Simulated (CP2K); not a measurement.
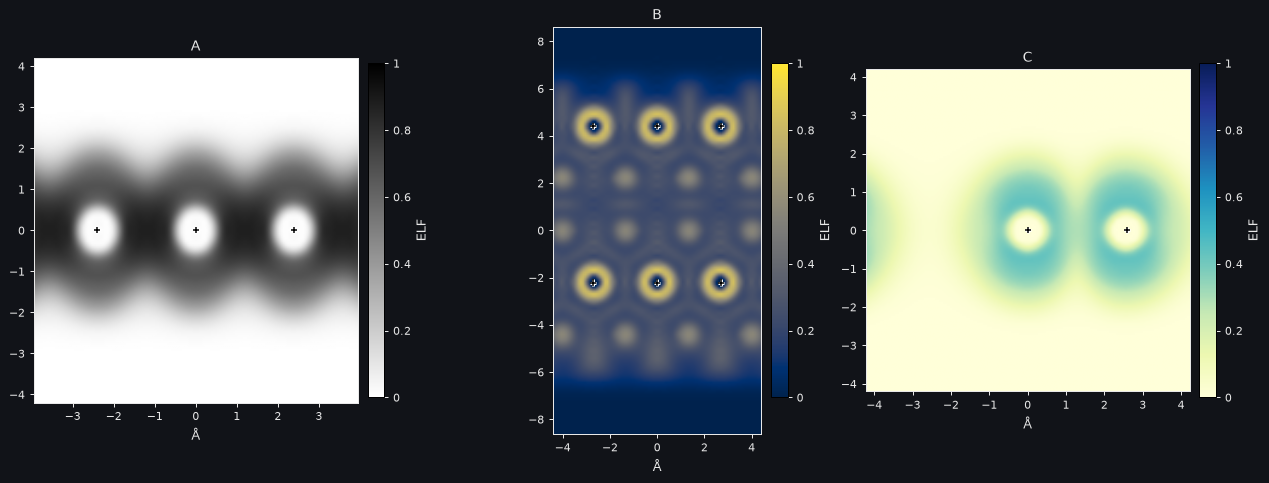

The electron localisation function of 3 systems, each on a plane through atoms (crosses mark nuclei in the plane).

All numbers below come from Kohn-Sham DFT of a periodic cell, PBE, GTH-PBE with UZH-TZVP basis in CP2K 2026.2.

System 1: Au, the (110) plane of the calculation cell, a cut from vacuum to vacuum. 

System 2: Si, the (010) plane of the calculation cell, a cut from vacuum to vacuum. 

```
Si
1.0
     2.39932    0.00000    0.00000
     0.00000    2.41794    0.00000
     0.00000    0.00000   23.80000
Si
1
Direct
  0.50000 0.50000 0.29412
```

System 3: Ru (slab), the (010) plane of the calculation cell, a cut from vacuum to vacuum. Not relaxed (largest force 0.9 eV/Å).

```
Ru
1.0
     2.70822    0.00000    0.00000
    -1.35411    2.34539    0.00000
     0.00000    0.00000   23.84501
Ru
5
Cartesian
  1.3541 0.7818 7.5000
  0.0000 1.5636 9.7114
  0.0000 0.0000 11.9225
  1.3541 0.7818 14.1337
  0.0000 1.5636 16.3450
```

Question: Which map belongs to which system?

Answer: Panel A is system 2, Si: the plane holds Si. Si–Si (2.40 Å): the ELF peaks at about 0.90 between the atoms, as expected for a shared electron pair. Panel B is system 3, Ru: the plane holds Ru. Ru–Ru (2.71 Å): the ELF is about 0.30 at the midpoint: no localised pair shows between them. Panel C is system 1, Au: the plane holds Au. Au–Au (2.58 Å): the ELF is about 0.30 at the midpoint (no shared electron pair shows on this line).
